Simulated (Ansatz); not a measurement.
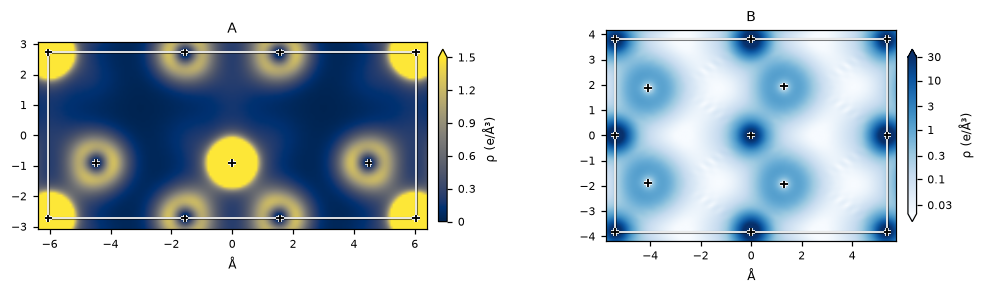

The valence pseudo-density of 2 systems, each on a plane through atoms (crosses mark nuclei in the plane).

Method: DFT PBE+D3(BJ), scalar-relativistic, plane waves, PAW (Ansatz).

System 1: ZnCu₂SnS₄, the (110) plane of the conventional cell. Space group I-4; computed without spin polarisation.

System 2: MoS₂, the (110) plane of the conventional cell. Space group P6₃/mmc; computed without spin polarisation.

Match each panel to its system.

Answer. Panel A is system 2, MoS₂: the plane holds Mo and S. Mo–S (2.40 Å): ρ at the midpoint is about 0.61 e/Å³. Panel B is system 1, ZnCu₂SnS₄: the plane holds Zn, Cu and S. Cu–S (2.28 Å): the density is about 0.54 e/Å³ at the midpoint.
